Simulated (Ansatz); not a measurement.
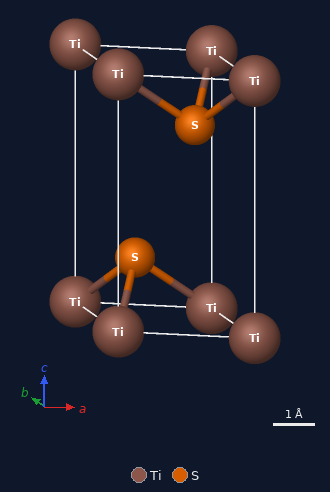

The input geometry (ball-and-stick view of the cell of the calculation, seen slightly off an axis). An atom can appear more than once, as a periodic image. Near neighbours in the periodic cell (some may lie outside the picture): Ti has 6 S at 2.43 Å; S has 3 Ti at 2.43 Å.

Geometry relaxation of TiS2

System: TiS2 (P-3m1, 3 atoms in the cell).
Method: DFT PBE, spin-orbit coupling, plane waves, PAW (Ansatz 0.2.0).

### Output
```
Engine: ansatz 0.2.0, aarch64-unknown-linux-gnu
Pseudopotentials: kind: paw_fr
Pseudopotential: Ti, paw_fr, valence charge 12, recommended cutoff 420 eV (normal), Ti.paw.azcp#standard-fr
Pseudopotential: S, paw_fr, valence charge 6, recommended cutoff 420 eV (normal), S.paw.azcp#standard-fr
Functional definition: PBE
  parameter kappa = 0.804
  parameter beta = 0.06672455060314922
  exchange = pbe_x(kappa = kappa, mu = beta*pi^2/3)
  correlation = pbe_c(beta = beta)
non-collinear run that drives no moment, with spin-orbit: no starting moment large enough to seed its density (crystal.atoms[].spin), no starting occupations that ask for one, no magnetisation constraint and no magnetic field, so the semilocal B_xc is pinned to zero
Crystal: 3 atoms, lattice volume = 65.509 Å³
Basis set: ecut = 420 eV, 1305 PW (Γ), exchange–correlation on 48×48×90 points (8 copies of the dense FFT grid, shifted against one another)
Bands: 32, of which v1, the nominal top of the filled ones, is band 24 counted from 1 (23 counted from 0)
Symmetry: 12 space group operations + 12 with time reversal
Magnetic group: BNS 164.86 (UNI 1316), of the structure as read, at distance tolerance 4.0e-5 Å
k-points: 100 of 864
Projection manifold: j_resolved (fully-relativistic pseudo-atomic orbitals)
Non-local potential: Ti, projectors of the file, l = 0: 3, l = 1: 4, l = 2: 6, l = 3: 2
Non-local potential: S, projectors of the file, l = 0: 2, l = 1: 4, l = 2: 4
PAW form: soft (Blöchl's): semilocal exchange-correlation on the pseudo side does not see the compensation charge
PAW one-centre angular grid: Ti, 590 points (default); XC on 96 Gauss nodes
PAW one-centre angular grid: S, 110 points (default); XC on 64 Gauss nodes
Initial density: superposition of atomic densities (chi_scale 0.1, normalization cell, long waves kept (reshape's long-wave potential 0.13 eV rms))
Initial wavefunctions: pseudopotential atomic-orbital guess
Functional: x = pbe(κ = 0.804, μ = 0.2195149727645171), c = pbe(β = 0.06672455060314922)
SCF iter   1: F=—  HF=-4309.291299 eV  |F-HF|=—  |Δ(HF+E_count)|=         —  Δρ=7.38e-2  dr2=1.16e1  dr2_m=0.00e0 (ungated)  ethr=3.10e-3  |M|=0.00e0 ∫|m|=0.00e0 μB  |m|>n=0.0e0 m-floor=0.0e0 τ_xc=0.0e0  β_m=0.30  ⟨swp⟩=8.9  Hψ=8597  notcnv=0
preconditioner: auto → Kerker (q_TF=auto, 2.308 Å⁻¹)  [metal: Δε(μ)=0.038 eV  Ē_g=6.334 eV  σ=0.050 eV  W_gap=0.41  n_scr=10 (ndim 8)  ℏωp=18.4 eV  f_vac=0.045  D(μ)=1.46/eV (n_scr^D=4)]
spin=Noncollinear: Kerker preconditioning applied to the charge; magnetization (m_x, m_y, m_z) channels mix plain (no charge-response kernel on spin).
SCF iter   2: F=—  HF=-4308.431005 eV  |F-HF|=—  |Δ(HF+E_count)|=   8.60e-1  Δρ=3.72e-2  dr2=2.32e0  dr2_m=0.00e0 (ungated)  ethr=3.10e-3  |M|=0.00e0 ∫|m|=0.00e0 μB  |m|>n=0.0e0 m-floor=0.0e0 τ_xc=0.0e0  β_m=0.25  ⟨swp⟩=3.9  Hψ=3761  notcnv=0  defer=200
preconditioner: auto → none  [insulator: Δε(μ)=0.206 eV  Ē_g=7.048 eV  σ=0.050 eV  W_gap=1.00  n_scr=10 (ndim 8)  ℏωp=18.4 eV  f_vac=0.025  D(μ)=0.00/eV (n_scr^D=0)  ε∞_Penn≈7.8]
SCF iter   3: F=—  HF=-4307.845060 eV  |F-HF|=—  |Δ(HF+E_count)|=   5.86e-1  Δρ=2.13e-2  dr2=3.46e-1  dr2_m=0.00e0 (ungated)  ethr=3.10e-3  |M|=0.00e0 ∫|m|=0.00e0 μB  |m|>n=0.0e0 m-floor=0.0e0 τ_xc=0.0e0  β_m=0.36  ⟨swp⟩=2.1  Hψ=2484  notcnv=0  defer=200
SCF iter   4: F=—  HF=-4307.789624 eV  |F-HF|=—  |Δ(HF+E_count)|=   5.54e-2  Δρ=1.24e-2  dr2=8.97e-2  dr2_m=0.00e0 (ungated)  ethr=1.44e-3  |M|=0.00e0 ∫|m|=0.00e0 μB  |m|>n=0.0e0 m-floor=0.0e0 τ_xc=0.0e0  β_m=0.56  ⟨swp⟩=2.8  Hψ=2654  notcnv=0  defer=200
SCF iter   5: F=—  HF=-4307.782903 eV  |F-HF|=—  |Δ(HF+E_count)|=   6.72e-3  Δρ=2.44e-3  dr2=3.14e-3  dr2_m=0.00e0 (ungated)  ethr=3.74e-4  |M|=0.00e0 ∫|m|=0.00e0 μB  |m|>n=0.0e0 m-floor=0.0e0 τ_xc=0.0e0  β_m=0.62  ⟨swp⟩=2.6  Hψ=2735  notcnv=0  defer=200
SCF iter   6: F=—  HF=-4307.783223 eV  |F-HF|=—  |Δ(HF+E_count)|=   3.20e-4  Δρ=3.03e-4  dr2=6.93e-5  dr2_m=0.00e0 (ungated)  ethr=1.31e-5  |M|=0.00e0 ∫|m|=0.00e0 μB  |m|>n=0.0e0 m-floor=0.0e0 τ_xc=0.0e0  β_m=0.64  ⟨swp⟩=2.1  Hψ=2617  notcnv=0  defer=200
SCF iter   7: F=—  HF=-4307.783234 eV  |F-HF|=—  |Δ(HF+E_count)|=   1.15e-5  Δρ=5.50e-5  dr2=1.29e-6  dr2_m=0.00e0 (ungated)  ethr=2.89e-7  |M|=0.00e0 ∫|m|=0.00e0 μB  |m|>n=0.0e0 m-floor=0.0e0 τ_xc=0.0e0  β_m=0.80  ⟨swp⟩=2.3  Hψ=2568  notcnv=0  defer=200
SCF iter   8: F=-4307.783235 eV  HF=-4307.783235 eV  |F-HF|=4.70e-8  |Δ(HF+E_count)|=   4.26e-7  Δρ=9.74e-6  dr2=6.12e-8  dr2_m=0.00e0 (ungated)  ethr=4.17e-10  |M|=0.00e0 ∫|m|=0.00e0 μB  |m|>n=0.0e0 m-floor=0.0e0 τ_xc=0.0e0  ⟨swp⟩=12.1  Hψ=8019  notcnv=0
SCF 1 converged in 8 iterations: F = -4307.783235 eV  dr2 = 6.12e-8
  greatest PAW one-centre occupation: 0.999 electrons in one spin orbital (limit 2), on the Ti atom at site 0 (counted from 0), in its partial waves of l = 0
relax step   1: F+E_penalty+E_count = -4307.78323450 eV  Δ(F+E_penalty+E_count) = +0.000e0 eV  max|allowed force component| = 8.818e-3 eV/Å  Δτ_max = 0.0000 Å  P = -0.093 GPa  Ω = 65.509 Å³  fix = [volume]  reactions: volume -0.093 GPa  (8 SCF iters, dr2 threshold 1.00e-7 eV, accepted)
Projection manifold: j_resolved (fully-relativistic pseudo-atomic orbitals)
Initial density: handed on by an earlier stage of this run
Initial wavefunctions: pseudopotential atomic-orbital guess (no wavefunctions were taken with the density)
iter 1 solved again at ethr=5.29e-7 eV; its pass at ethr=3.10e-3 eV (dr2=1.27e-4 eV) is discarded
SCF iter   1: F=—  HF=-4307.783235 eV  |F-HF|=—  |Δ(HF+E_count)|=         —  Δρ=1.00e-5  dr2=6.41e-8  dr2_m=0.00e0 (ungated)  ethr=5.29e-7  |M|=0.00e0 ∫|m|=0.00e0 μB  |m|>n=0.0e0 m-floor=0.0e0 τ_xc=0.0e0  β_m=0.30  ⟨swp⟩=3.0  Hψ=12455  notcnv=0
eigensolver tolerance schedule: the retry pair's looser diagonalisation over-reported the residual by 1977.89 of it (diagonalisation noise at 0.51 of the residual, at the tolerance the schedule requests for it); recorded, not acted on — ethr = c·dr2/N_el stays at c = 1.0e-1
preconditioner: auto → Kerker (q_TF=auto, 2.308 Å⁻¹)  [metal: Δε(μ)=0.014 eV  Ē_g=6.886 eV  σ=0.050 eV  W_gap=0.16  n_scr=10 (ndim 8)  ℏωp=18.4 eV  f_vac=0.107  D(μ)=0.52/eV (n_scr^D=2)]
spin=Noncollinear: Kerker preconditioning applied to the charge; magnetization (m_x, m_y, m_z) channels mix plain (no charge-response kernel on spin).
SCF iter   2: F=—  HF=-4307.783235 eV  |F-HF|=—  |Δ(HF+E_count)|=   3.45e-7  Δρ=4.19e-6  dr2=1.87e-8  dr2_m=0.00e0 (ungated)  ethr=2.67e-10  |M|=0.00e0 ∫|m|=0.00e0 μB  |m|>n=0.0e0 m-floor=0.0e0 τ_xc=0.0e0  β_m=0.32  ⟨swp⟩=2.5  Hψ=2915  notcnv=0
SCF iter   3: F=—  HF=-4307.783235 eV  |F-HF|=—  |Δ(HF+E_count)|=  6.88e-10  Δρ=3.08e-6  dr2=1.06e-8  dr2_m=0.00e0 (ungated)  ethr=7.80e-11  |M|=0.00e0 ∫|m|=0.00e0 μB  |m|>n=0.0e0 m-floor=0.0e0 τ_xc=0.0e0  β_m=0.66  ⟨swp⟩=1.0  Hψ=1600  notcnv=0
SCF iter   4: F=—  HF=-4307.783235 eV  |F-HF|=—  |Δ(HF+E_count)|=  2.91e-11  Δρ=6.87e-7  dr2=1.12e-9  dr2_m=0.00e0 (ungated)  ethr=4.40e-11  |M|=0.00e0 ∫|m|=0.00e0 μB  |m|>n=0.0e0 m-floor=0.0e0 τ_xc=0.0e0  β_m=0.83  ⟨swp⟩=2.0  Hψ=2221  notcnv=0
SCF iter   5: F=-4307.783235 eV  HF=-4307.783235 eV  |F-HF|=1.96e-10  |Δ(HF+E_count)|=  1.53e-10  Δρ=3.70e-7  dr2=3.64e-10  dr2_m=0.00e0 (ungated)  ethr=2.00e-12  |M|=0.00e0 ∫|m|=0.00e0 μB  |m|>n=0.0e0 m-floor=0.0e0 τ_xc=0.0e0  ⟨swp⟩=4.9  Hψ=5697  notcnv=0
SCF 2 converged in 5 iterations: F = -4307.783235 eV  dr2 = 3.64e-10
relax step   2: F+E_penalty+E_count = -4307.78323454 eV  Δ(F+E_penalty+E_count) = -3.796e-8 eV  max|allowed force component| = 8.823e-3 eV/Å  Δτ_max = 0.0000 Å  P = -0.093 GPa  Ω = 65.509 Å³  fix = [volume]  reactions: volume -0.093 GPa  stress off target by 7.98e-2 GPa on what of the cell is left free  SCF on the basis re-selected at this cell (its energy is not comparable with the rows above)  (5 SCF iters)
```

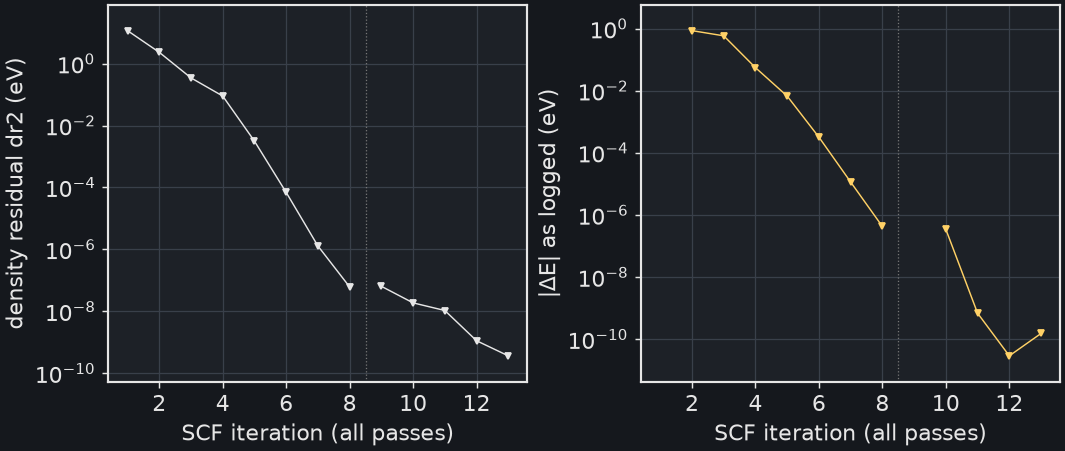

Convergence of the self-consistent field: density residual dr2 and size of the energy change against the SCF iteration. The dotted lines part the SCF passes of the relaxation: geometry steps, rejected trials and re-solves on a re-selected basis. The passes take 8 and 5 iterations.

```
basis re-selected at this cell: Δ(F+E_penalty+E_count) = -3.796e-8 eV, ΔP = -0.000 GPa vs the last step (what re-selecting the basis moved, of the pressure what is left beyond the Pulay correction that the steps carried, after the strain that the cell walked since its last selection, with what the two solves' SCF thresholds leave and, on support functions, any second-order correction that the steps lacked; it is no measure of the basis error at this ecutwfc). This SCF's stress stands 7.98e-2 GPa from its target on what of the cell is left free (relax.cell.stress_tol is 2.00e-1 GPa) and its largest allowed force component is 8.82e-3 eV/Å (relax.f_tol is 2.00e-2 eV/Å): within both
SCF converged after 5 iterations
Magnetization: |M| = 0.0000 μB,  M = (+0.0000, +0.0000, +0.0000) μB
Absolute magnetization: 0.0000 μB (∫|m|)
  site 0: m = (+0.0000, +0.0000, +0.0000) μB, |m| = 0.0000 μB  (R = 1.00 Å)
  site 1: m = (+0.0000, +0.0000, +0.0000) μB, |m| = 0.0000 μB  (R = 1.00 Å)
  site 2: m = (+0.0000, +0.0000, +0.0000) μB, |m| = 0.0000 μB  (R = 1.00 Å)
Free energy (F): -4307.783235 eV
Harris-Foulkes:  -4307.783235 eV  (|F-HF|=1.96e-10)
Internal energy: -4307.782582 eV  (E = F + TS)
E sigma→0 (E₀):  -4307.782908 eV
Entropy (-TS):   -0.000653 eV (-0.218 meV/atom)
Fermi energy:    6.136160 eV
--- Per-component energies (eV) ---
  E_band       = -255.167189
  E_kinetic    = 484.571508
  E_local      = -1986.309016  (includes V_loc(G=0)·N_el)
  E_nonlocal   = 62.603506
  E_hartree    = 829.858225
  E_xc         = -292.138470
  E_vxc        = -297.353368  (∫ρ·V_xc dr)
  E_paw        = -2246.811846  (= ΣΔE_a)
  E_vpaw       = -178.395496  (= ΣTr[D̂ρ^β])
  E_aug_tail   = 0.000134  (compensation charges beyond the density's cutoff)
  E_ewald      = -1159.556623
  E_smearing   = -0.000653  (= −TS)
  E_closure    = -0.000000  (closes the sum)
  Σ components = -4307.783235   (vs F -4307.783235, Δ=0.00e0)
--- Forces (eV/Å), atoms counted from 1 ---
  atom   1  Ti     0.00000000     0.00000000     0.00000000
  atom   2  S      0.00000000    -0.00000000    -0.00882318
  atom   3  S      0.00000000     0.00000000     0.00882318
  max |Σ_I F_I| component: 1.73e-18 eV/Å
--- Stress (GPa, compression-positive) ---
       -0.133313       0.000000      -0.000000
        0.000000      -0.133313      -0.000000
       -0.000000       0.000000      -0.013562
  P = ⅓ Tr σ = -0.0934 GPa (-0.934 kbar)
--- Band table (eV; the first three rows and the last of 100) ---
  k-point 0: bands = ["-51.5754", "-51.5754", "-28.2169", "-28.2169", "-27.5724", "-27.5724", "-27.5392", "-27.5392", "-7.4466", "-7.4466", "-6.1189", "-6.1189", "1.2740", "1.2740", "3.3277", "3.3277", "3.3528", "3.3528", "5.3227", "5.3227", "6.0966", "6.0966", "6.1693", "6.1693", "6.5583", "6.5583", "6.5603", "6.5603", "7.0463", "7.0463", "9.6737", "9.6737"]
  k-point 1: bands = ["-51.5754", "-51.5754", "-28.2169", "-28.2169", "-27.5724", "-27.5724", "-27.5392", "-27.5392", "-7.4284", "-7.4284", "-6.1508", "-6.1508", "1.3922", "1.3922", "3.3294", "3.3294", "3.3544", "3.3544", "5.0259", "5.0259", "6.0878", "6.0878", "6.1615", "6.1615", "6.5578", "6.5578", "6.5595", "6.5595", "7.1778", "7.1778", "9.6889", "9.6889"]
  k-point 2: bands = ["-51.5754", "-51.5754", "-28.2169", "-28.2169", "-27.5724", "-27.5724", "-27.5392", "-27.5392", "-7.3895", "-7.3895", "-6.2167", "-6.2167", "1.6684", "1.6684", "3.3329", "3.3329", "3.3578", "3.3578", "4.4778", "4.4778", "6.0717", "6.0717", "6.1461", "6.1461", "6.5564", "6.5564", "6.5580", "6.5580", "7.3568", "7.3568", "9.7193", "9.7193"]
  k-point 99: bands = ["-51.5624", "-51.5624", "-28.2635", "-28.2635", "-27.6281", "-27.6281", "-27.5822", "-27.5822", "-5.7251", "-5.7251", "-5.7186", "-5.7186", "1.9202", "1.9202", "1.9366", "1.9366", "2.1558", "2.1558", "3.4001", "3.4001", "3.7855", "3.7855", "3.7905", "3.7905", "7.2263", "7.2263", "7.6344", "7.6344", "7.6618", "7.6618", "9.4629", "9.4629"]
--- Relaxed structure (1 steps of the walk, 1 accepted, 1 SCFs on fresh bases) ---
  F+E_penalty+E_count = -4307.78323454 eV   max|allowed force component| = 8.823e-3 eV/Å   (the final SCF, on the basis selected at the relaxed cell)
  cell:  # Å, volume = 65.5089 Å³
    - [3.4181679039626984, 0.0, 0.0]
    - [-1.7090839519813492, 2.9602202392323043, 0.0]
    - [0.0, 0.0, 6.4741531618]
  atoms:
    - { symbol: Ti, position: [0.0, 0.0, 0.0] }
    - { symbol: S, position: [0.3333333333333333, 0.6666666666666666, 0.21907369859999998] }
    - { symbol: S, position: [0.6666666666666666, 0.3333333333333333, 0.7809263014] }
--- Löwdin populations: 3 sites ---
  site symbol       q [e]
     0     Ti     11.2058
     1      S      6.3202
     2      S      6.3202
  spilling = 0.006409 (of n_electrons = 24.000000)
```

### File populations.tsv
```
# site	symbol	l	j	q
# orbitals = lowdin
# n_electrons = 24.000000
# spilling = 0.006409
0	Ti	0_3S	0.5	1.945044
0	Ti	0_4S	0.5	0.564414
0	Ti	1_3P	0.5	1.998668
0	Ti	1_3P	1.5	3.997193
0	Ti	2_3D	1.5	1.093285
0	Ti	2_3D	2.5	1.607193
1	S	0_3S	0.5	1.802450
1	S	1_3P	0.5	1.515982
1	S	1_3P	1.5	3.001757
2	S	0_3S	0.5	1.802450
2	S	1_3P	0.5	1.515982
2	S	1_3P	1.5	3.001757
```

### Trajectory as extended XYZ (Å, eV, eV/Å), 2 frames, from step=1 to step=2
```
3
Lattice="3.4182 0.0000 0.0000 -1.7091 2.9602 0.0000 0.0000 0.0000 6.4742" Properties=species:S:1:pos:R:3:forces:R:3 step=1 energy=-4307.78323 pressure_GPa=-0.09
Ti    0.0000    0.0000    0.0000    0.0000   0.0000   0.0000
S     0.0000    1.9735    1.4183    0.0000   0.0000  -0.0088
S     1.7091    0.9867    5.0558    0.0000   0.0000   0.0088
3
Lattice="3.4182 0.0000 0.0000 -1.7091 2.9602 0.0000 0.0000 0.0000 6.4742" Properties=species:S:1:pos:R:3:forces:R:3 step=2 energy=-4307.78323 pressure_GPa=-0.09
Ti    0.0000    0.0000    0.0000    0.0000   0.0000   0.0000
S     0.0000    1.9735    1.4183    0.0000   0.0000  -0.0088
S     1.7091    0.9867    5.0558    0.0000   0.0000   0.0088
```

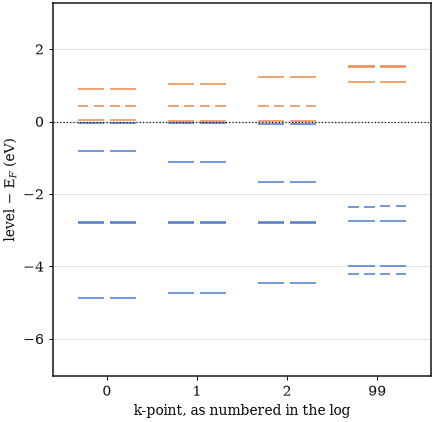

Kohn–Sham levels near the Fermi level (dotted) at the few k-points that the log prints; levels within 0.02 eV of each other stand side by side. The system is metallic on the full mesh.

The run was set up as follows.

### Input
```yaml
crystal:
  lattice:
    - [3.418167904, 0.0, 0.0]
    - [-1.709083952, 2.9602202392, 0.0]
    - [0.0, 0.0, 6.4741531618]
  atoms:
    - { symbol: Ti, position: [0.0, 0.0, 0.0] }
    - { symbol: S, position: [0.3333333333, 0.6666666667, 0.2190736986] }
    - { symbol: S, position: [0.6666666667, 0.3333333333, 0.7809263014] }
basis:
  ecutwfc: 420
  ecutrho_ratio: 4
kpoints:
  mp_grid: { grid: [12, 12, 6] }
hamiltonian:
  xc: pbe
scf:
  occupations: { method: gaussian, width: 0.05 }
output:
  forces: true
  stress: true
  eigenvalues: true
  populations: true
magnetization:
  noncollinear: true
  spin_orbit: true
relax:
  f_tol: 0.02
  max_steps: 40
  cell: { stress_tol: 0.2, fix: [volume] }
```

Launch command:
```bash
ansatz run input.yaml --threads 4 --pin off --max-ram 7168MiB --backend cpu --events-out ev --progress --plain --runs-dir out
```

### Results in brief

| quantity | value |
| --- | --- |
| outcome | converged |
| space group (tolerance 0.01 Å) | P-3m1 (164) |
| electrons treated | 24 |
| free energy | −4307.7832 eV |
| Fermi energy | 6.136 eV |
| gap on the k-point mesh | none (metallic) |
| net moment of the cell | 0.00 μB |
| integrated absolute moment | 0.00 μB |
| pressure | −0.09 GPa |
| final volume | 65.51 Å³ |
| largest force (length of the vector) at the end | 0.009 eV/Å |
| final cell | a = 3.418 Å, b = 3.418 Å, c = 6.474 Å, α = 90.00°, β = 90.00°, γ = 120.00° |
| hardware | 4 threads of Arm Neoverse V2, 24 GiB of memory available, shared host |
| wall time | 22 s (CPU time 84 s) |
| peak memory | 0.73 GiB |
